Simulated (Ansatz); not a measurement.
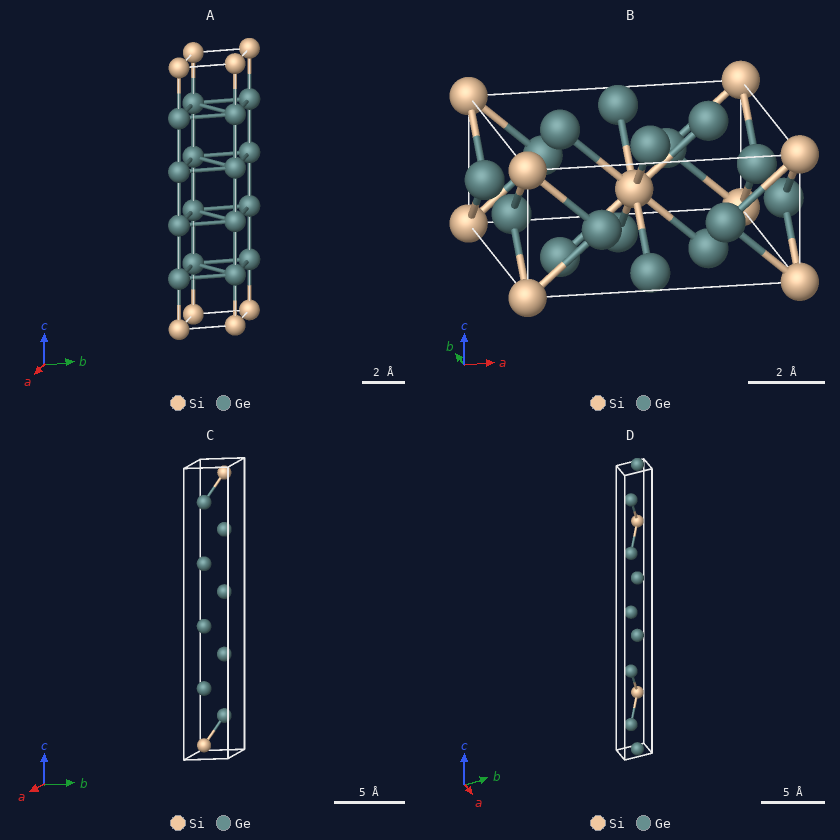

Four structures of SiGe4, each relaxed to rest (conventional cells in solid outline, small ones repeated, each panel with its own scale). Method: Ansatz 0.2.0, DFT PBE, scalar-relativistic, plane waves, PAW, without spin polarisation.

Question: Give the type and space group of each panel.

Answer: A: 5 atoms a cell on a primitive hexagonal lattice, P6/mmm; B: 10 atoms a cell on a body-centred tetragonal lattice, I4/mmm; C: 10 atoms a cell on a primitive hexagonal lattice, P-3m1; D: 10 atoms a cell on a primitive hexagonal lattice, P-6m2.

Question: Rank them by energy, lowest first.

Answer: A, then B (+51 meV/atom), D (+110 meV/atom) and C (+120 meV/atom), energies at zero smearing.

Question: Collect the results in a table.

Answer:
| panel | structure | E − E(lowest) (meV/atom) | volume (Å³/atom) | gap (eV) |
| --- | --- | --- | --- | --- |
| A | P6/mmm | 0 | 18.5 | metal |
| B | I4/mmm | 51 | 19.1 | metal |
| D | P-6m2 | 110 | 18.4 | metal |
| C | P-3m1 | 120 | 19.0 | metal |

Some of these may be structure types tried for this composition rather than known phases, and the most stable form need not be among them. Gaps are taken on the k-mesh or band path of each run.
